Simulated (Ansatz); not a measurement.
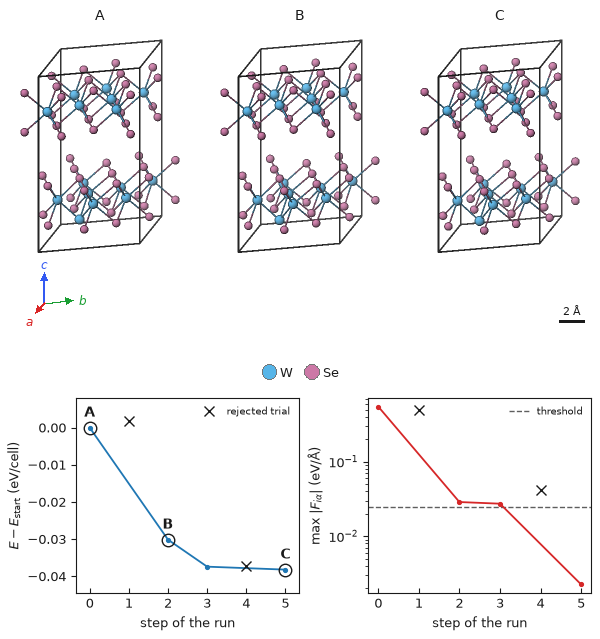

Frames of a relaxation of a defect cell of composition W₅Se₉ (cell charge +1), marked on the history of the run. Style: ball-and-stick. Shown: the cell of the calculation, slightly off an axis.

Case: W on a Se site (f), charge +1, atoms relaxed at the host's cell.

All numbers below come from Ansatz 0.2.0, DFT PBE, scalar-relativistic, plane waves, PAW. (plane-wave cutoff 420 eV; k-point mesh 2 × 2 × 2; occupations gaussian; smearing width 0.01 eV; collinear spin; atoms relaxed in a fixed cell; force threshold 0.025 eV/Å; at most 45 steps)

Q: What happens along the run?

A: A W atom moves most: 0.12 Å along −c. By element the largest moves are W 0.12 Å, Se 0.11 Å. The lattice vectors keep their values. Among the contacts that change: W–W 2.533 → 2.560 Å, Se–W 2.595 → 2.584 Å, Se–W 2.556 → 2.550 Å, Se–W 2.573 → 2.579 Å. After 3 accepted moves (5 points after the start) the energy has fallen by 38.2 meV per cell of the calculation. Largest force component: 0.55 eV/Å at the start, 0.0023 eV/Å at the end. The line search rejected the trial steps at points 1, 4 of the run. From step 0 to 2: a W atom moves most (0.06 Å), energy −30.1 meV per cell of the calculation. From step 2 to 5: a W atom moves most (0.07 Å), energy −8.1 meV per cell of the calculation.

Limits of the set-up: the cell is charged, on a uniform background, and energies carry no finite-size correction.
